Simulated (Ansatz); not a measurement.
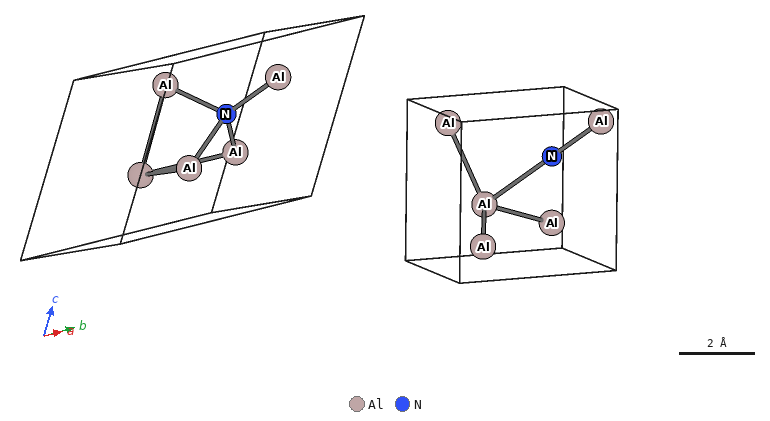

Two geometries of a crystal of Al5N (a generated structure, set up in R3m) (coarse preliminary run), drawn at one scale. One is the start of a relaxation, the other its converged end. Style: ball-and-stick. Shown: the cell of the calculation, slightly off an axis.

Computed with Ansatz 0.2.0, DFT PBE, scalar-relativistic, plane waves, PAW. Set-up: plane-wave cutoff 420 eV; k-point mesh 6 × 6 × 6; occupations gaussian; smearing width 0.1 eV; no spin polarisation; cell and atoms relaxed; force threshold 0.04 eV/Å; at most 70 steps.

> Which geometry has the lower energy?

The left one is the relaxed one. The largest move relative to the cell is that of an Al atom, 2.18 Å along [−1 −1 −1]. By element the largest moves are Al 2.18 Å, N 1.15 Å. Cell: a = b = c 4.403 → 5.294 Å (+20.2 %), α 87.9° → 61.9°, β 87.9° → 61.9°, γ 87.9° → 61.9°. Volume +28.4 %. Among the contacts that change: Al–Al 1.741 → 5.706 Å, Al–N 3.194 → 1.944 Å, Al–N 2.506 → 3.190 Å, Al–Al 2.007 → 2.679 Å. New bonds form: Al–N (3.19 → 1.94 Å). Bonds break: Al–Al (1.74 → 5.71 Å). Bond angles that change, for instance: Al–Al–Al 117.7° → 63.6°, Al–Al–Al 125.8° → 177.9°, Al–Al–Al 84.9° → 118.1°. The space group stays R3m (No. 160). After 24 accepted moves (28 points after the start) the energy has fallen by 3955 meV per atom. Largest force component: 38 eV/Å at the start, 0.0034 eV/Å at the end. Pressure: 87.16 GPa at the start and 0.01 GPa at the end. The line search rejected the trial step at point 19 of the run. At 3 points the geometry stayed and the basis and grid were re-selected for the new cell (energy shift of 138 meV per atom at most each time).
